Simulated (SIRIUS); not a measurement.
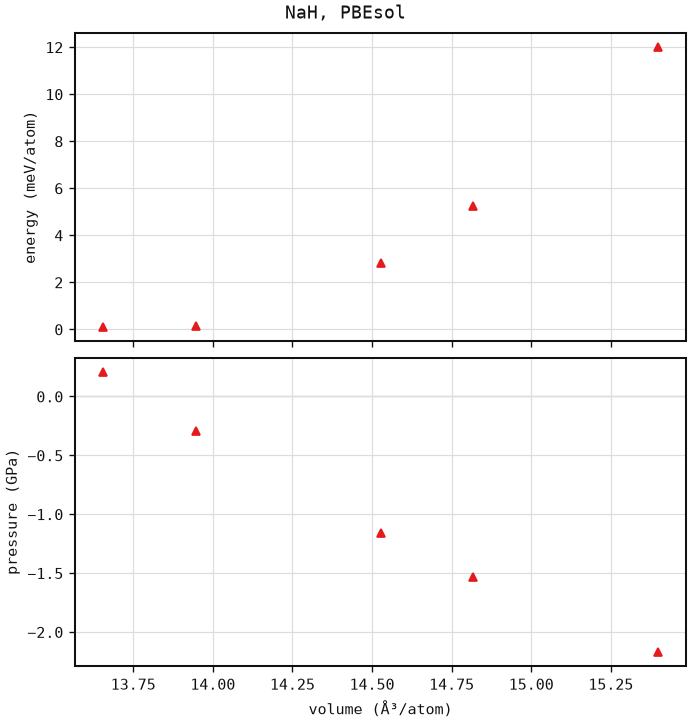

The picture above shows the energy and pressure against volume for NaH, space group Fm-3m (No. 225).

The given structure:
```
CELL_PARAMETERS angstrom
0.00000 2.44000 2.44000
2.44000 0.00000 2.44000
2.44000 2.44000 0.00000
ATOMIC_POSITIONS crystal
Na 0.00000 0.00000 0.00000
H 0.50000 0.50000 0.50000
```

Method: plane-wave DFT, no spin polarisation; energies at scaled volumes of the given cell, shape and fractions fixed, counted from the fit's minimum, third-order Birch-Murnaghan fit (SIRIUS 7.12.0). Level: PBEsol.

- k mesh: 9×9×9
- occupations: Fermi–Dirac
- smearing width: 0.05 eV
- potentials: dojo sr pbesol 0.4.1 standard
- wave cutoff: 1202 eV
- density cutoff: 4809 eV

The points at volume 14.24 Å³/atom and 15.11 Å³/atom are left out of the plot. What values does the calculation give there?

| volume (Å³/atom) | energy (meV/atom) | pressure (GPa) |
| --- | --- | --- |
| 14.24 | 1.10 | −0.75 |
| 15.11 | 8.34 | −1.86 |
